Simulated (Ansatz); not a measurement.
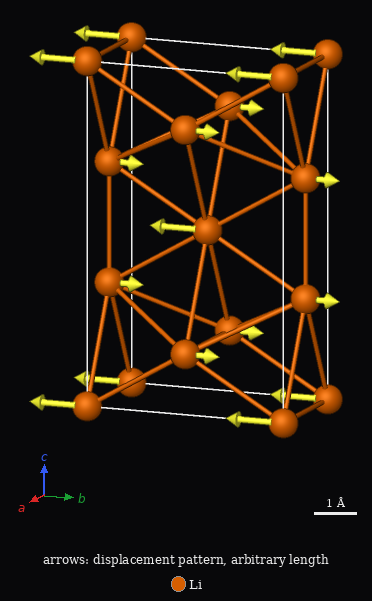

Lattice vibrations of crystalline Li (a generated structure), space group Immm (No. 71), at the zone centre. The optical levels lie at 55i, 92, 284 (×2), 291, 299 cm⁻¹. One mode is drawn. The yellow arrows give the relative displacements of the atoms. The picture is a ball-and-stick view of the conventional cell (2 times the calculation's cell), seen slightly off an axis. Lengths and directions refer to the drawn axes.

These are results of DFT PBE, scalar-relativistic, plane waves, PAW in Ansatz, not measurements. Set-up: plane-wave cutoff 420 eV; k-point mesh 18 × 18 × 18; occupations fermi dirac; smearing width 0.15 eV; no spin polarisation.

The frequencies depend somewhat on the k-mesh and the smearing.

To which level does it belong?

The level at 291 cm⁻¹. This is the B₂u mode, optical level 4 of 5, counted from below (1 lower level is imaginary, so the structure is unstable), infrared-active by symmetry. The Li (2a) sublattice moves against the Li (4j) sublattice, along b. The crystal is a metal, so free carriers screen the infrared response.
